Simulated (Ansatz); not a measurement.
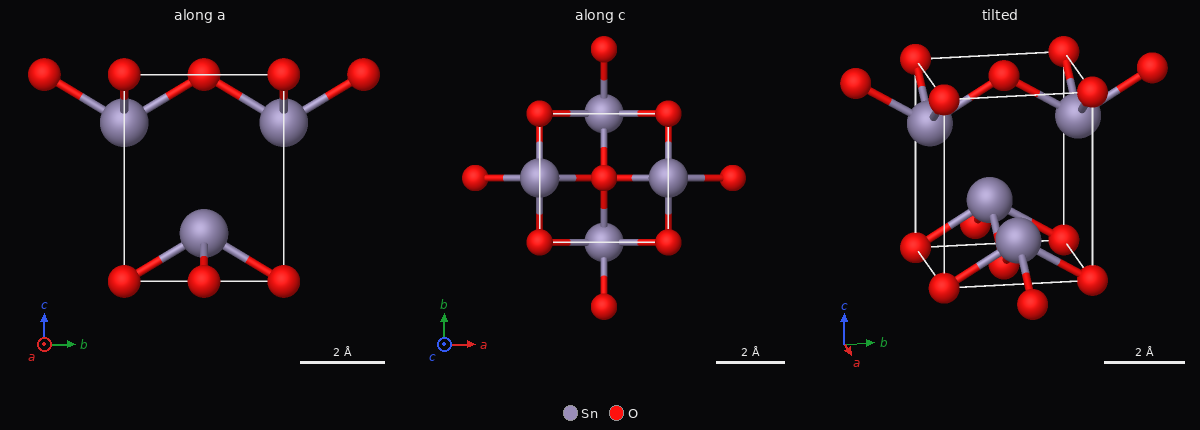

View along the a axis, along the c axis and slightly off an axis, drawn as a ball-and-stick model. The lines enclose the conventional unit cell; boundary atoms appear with their images. A few atoms beyond the faces are included.

- Chemical formula SnO.
- The lattice is primitive tetragonal and the space group P4/nmm (No. 129).
- In the cell are 2 Sn, 2 O, which makes 2 formula units.
- Sn is coordinated by four O at about 2.2 Å. O is coordinated by four Sn in a distorted tetrahedral arrangement at about 2.2 Å.
- The bonds build SnO layers parallel to (001).

Its origin is a structure listed in the Materials Project. What is shown is the relaxed result from DFT r2SCAN, scalar-relativistic, plane waves, PAW (Ansatz).
